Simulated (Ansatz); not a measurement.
Ru (slab)

Input file:

```
crystal:
  lattice:
    - [5.4395954924, 0.0, 0.0]
    - [-2.7197977462, 4.7108278828, 0.0]
    - [0.0, 0.0, 21.8663388894]
  atoms:
    - { symbol: Ru, position: [0.3333333333, 0.1666666667, 0.1829295713] }
    - { symbol: Ru, position: [0.3333333333, 0.6666666667, 0.1829295713] }
    - { symbol: Ru, position: [0.8333333333, 0.1666666667, 0.1829295713] }
    - { symbol: Ru, position: [0.8333333333, 0.6666666667, 0.1829295713] }
    - { symbol: Ru, position: [0.1666666667, 0.3333333333, 0.2811778374] }
    - { symbol: Ru, position: [0.1666666667, 0.8333333333, 0.2811778374] }
    - { symbol: Ru, position: [0.6666666667, 0.3333333333, 0.2811778374] }
    - { symbol: Ru, position: [0.6666666667, 0.8333333333, 0.2811778374] }
    - { symbol: Ru, position: [0.3333333333, 0.1666666667, 0.3790816287] }
    - { symbol: Ru, position: [0.3333333333, 0.6666666667, 0.3790816287] }
    - { symbol: Ru, position: [0.8333333333, 0.1666666667, 0.3790816287] }
    - { symbol: Ru, position: [0.8333333333, 0.6666666667, 0.3790816287] }
    - { symbol: Ru, position: [0.1666666667, 0.3333333333, 0.4740774824] }
    - { symbol: Ru, position: [0.1666666667, 0.8333333333, 0.4740774824] }
    - { symbol: Ru, position: [0.6666666667, 0.3333333333, 0.4740774824] }
    - { symbol: Ru, position: [0.6666666667, 0.8333333333, 0.4740774824] }
basis:
  ecutwfc: 420
kpoints:
  mp_grid: { grid: [6, 6, 1] }
hamiltonian:
  xc: pbe
  pseudopotentials: { kind: paw, azcp: { folder: soft_1 } }
scf:
  occupations: { method: gaussian, width: 0.1 }
output:
  forces: true
  eigenvalues: true
  write_density: true
  write_potential: true
  elf: true
  volumetric_format: npy
efield:
  axis: 3
  dipole_correction: true
  ramp_width: 0.04
```

Launched as:

```sh
ansatz run input.yaml --threads 8 --pin off --max-ram 22528MiB --backend cpu --events-out ev --progress --plain --runs-dir out
```

Not relaxed (largest force 0.6 eV/Å); computed without spin polarisation; PAW files of the earlier set (soft_1).

These are results of DFT PBE, scalar-relativistic, plane waves, PAW (Ansatz 0.2.0), not measurements.

What will maps of the valence pseudo-density and electron localisation function show?

Ru–Ru (2.72 Å): ρ at the midpoint is about 0.37 e/Å³; the ELF is about 0.30 at the midpoint (no localised pair shows between them).

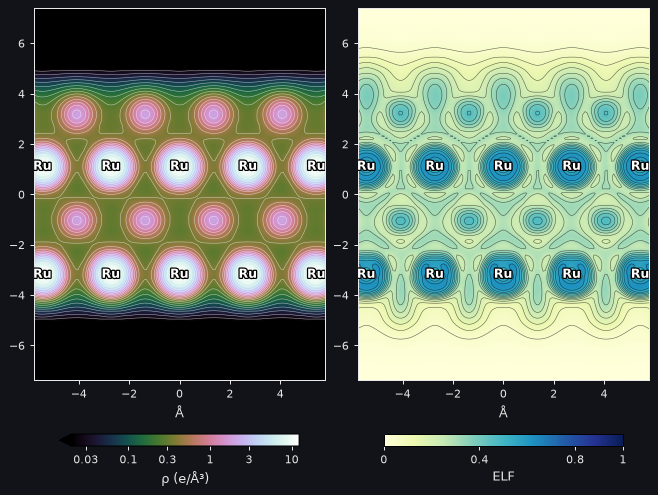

Computed valence pseudo-density and electron localisation function on the (100) plane of the calculation cell, a cut from vacuum to vacuum, in this order. Atoms just off the plane (Ru, 0.8 Å away) can leave unmarked features too.

The density is the valence pseudo-density of a PAW calculation; it isn't the true density close to the nuclei.
